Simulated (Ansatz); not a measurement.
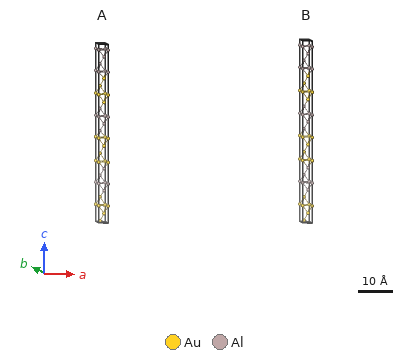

Two geometries of an interface cell of composition AlAu, drawn at one scale. One is the start of a relaxation, the other its converged end. Style: ball-and-stick. Shown: the conventional cell (3 times the calculation's cell), slightly off an axis. Lengths and directions refer to the drawn axes.

The calculation used DFT r2SCAN, scalar-relativistic, plane waves, PAW in Ansatz. Settings: plane-wave cutoff 500 eV; k-point mesh 12 × 12 × 2; occupations gaussian; smearing width 0.1 eV; no spin polarisation; cell relaxed at fixed a, b, gamma; force threshold 0.02 eV/Å; at most 70 steps.

Q: Which of the two is the end point?

A: Structure A is the relaxed one. Case: coherent stack. Over 4 accepted moves (5 points after the start) the energy falls by 0.226 eV per cell of the calculation. The largest force component goes from 0.87 to 0.0019 eV/Å. The pressure goes from −2.31 to 0.13 GPa. The SCF was repeated once at an unchanged geometry on a basis and grid sized afresh for the cell, which shifted the energy by 0.7 meV per cell of the calculation at most. The largest moves relative to the cell, 0.16 Å, are those of Au atoms. Largest moves by element: Au 0.16 Å, Al 0.05 Å. The volume changes by −1.9 %, with a = b unchanged at 2.916 Å, c 55.644 → 54.561 Å (−1.9 %). Near-neighbour distances that change, for instance: Al–Au 2.865 → 2.662 Å, Au–Au 2.916 → 2.968 Å, Au–Au 2.916 → 2.943 Å, Al–Al 2.815 → 2.807 Å.
